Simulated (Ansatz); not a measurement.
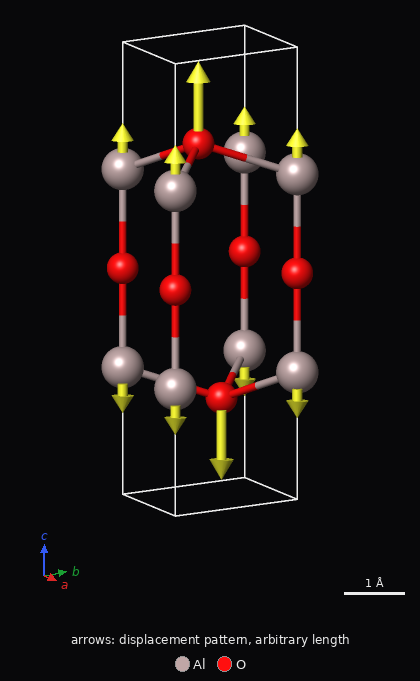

One vibrational mode of solid Al₂O₃ at the zone centre. The yellow arrows give the relative displacements of the atoms. A ball-and-stick model of the cell of the calculation, seen slightly off an axis.

All numbers below come from Ansatz, DFT r2SCAN, scalar-relativistic, plane waves, PAW.

Input file:
```yaml
crystal:
  lattice:
    - [2.9858669047, 0.0, 0.0]
    - [-1.4929334524, 2.5858365918, 0.0]
    - [0.0, 0.0, 7.6001969328]
  atoms:
    - { symbol: Al, position: [0.0, 0.0, 0.2809100474] }
    - { symbol: Al, position: [0.0, 0.0, 0.7190899526] }
    - { symbol: O, position: [0.3333333333, 0.6666666667, 0.2045247409] }
    - { symbol: O, position: [0.6666666667, 0.3333333333, 0.7954752591] }
    - { symbol: O, position: [0.0, 0.0, 0.5] }
basis:
  ecutwfc: 500
kpoints:
  mp_grid: { grid: [12, 12, 4] }
hamiltonian:
  xc: r2scan
scf:
  occupations: { method: gaussian, width: 0.05 }
output:
  eigenvalues: true
phonons:
  method: fd
  supercell: [1, 1, 1]
  amplitude: 0.02
  eigenvectors: true
  dielectric: false
```

Command:
```bash
ansatz run input.yaml --threads 2 --pin off --max-ram 5120MiB --backend cpu --events-out ev --progress --plain --runs-dir out
```

Frequencies are those without the non-analytic (LO–TO) term.

> Give the symmetry, activity and frequency of this mode.

This is the A₁g mode at 48.2 meV, optical level 3 of 7, counted from below, Raman-active by symmetry. The O (1b) atoms stay at rest; all motion is along c; atoms of one kind move against one another, with no net shift of any sublattice; the kinetic energy is shared as O 77 %, Al 23 %.

Limits of the set-up: layers or molecules are held without a dispersion correction, so their spacing is unreliable.
